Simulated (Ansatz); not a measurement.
Band edges of a MoS$_{2}$ monolayer (space group of the slab cell P-6m2).

```cif
data_structure
_symmetry_space_group_name_H-M 'P 1'
_symmetry_Int_Tables_number 1
_cell_length_a 3.1841
_cell_length_b 3.1841
_cell_length_c 16.1027
_cell_angle_alpha 90.000
_cell_angle_beta 90.000
_cell_angle_gamma 120.000
_cell_volume 141.39
loop_
_atom_site_label
_atom_site_type_symbol
_atom_site_fract_x
_atom_site_fract_y
_atom_site_fract_z
_atom_site_occupancy
Mo1 Mo 0.00000 0.00000 0.50000 1
S1 S 0.33333 0.66667 0.59634 1
S2 S 0.33333 0.66667 0.40366 1
```

These are results of DFT PBE, scalar-relativistic, plane waves, PAW; levels and slopes on a dense k mesh at the converged density in Ansatz 0.2.0, not measurements. No spin polarisation. k mesh for the levels: 72×72×1. Unrelaxed database geometry. The cell comes from a database of computed structures, not from a measurement.

Masses come from a second pass at points close to the extrema; at the energies drawn a band may no longer be parabolic.

The gap is indirect, 1.59 eV at this level of theory, which underestimates gaps and can reorder valleys that lie close.

Valence band: one maximum at Γ, mass 2.90 mₑ in all directions; two equivalent maxima at K, 0.07 eV below the edge, mass 0.55 mₑ in all directions. Band 13 forms the valence edge.
Conduction band: two equivalent minima at K, mass 0.43 mₑ in all directions; six equivalent minima on the K–Γ line, 0.34 eV above the edge, principal masses 0.60 and 1.28 mₑ. Band 14 forms the conduction edge.

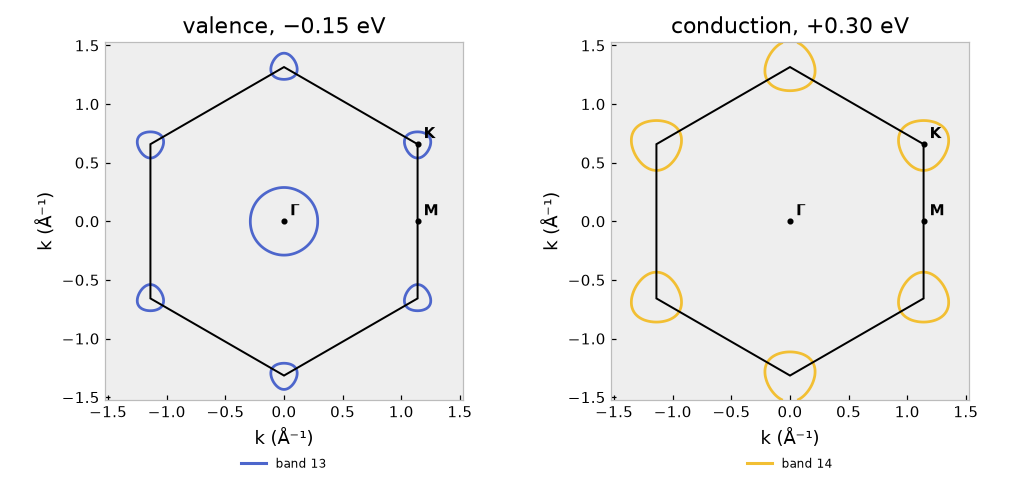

Constant-energy contours near the two band edges, measured from each edge.

Spin-orbit coupling, left out here, can change the gap, its kind, the place of the band edges and the masses, since the compound holds Mo.
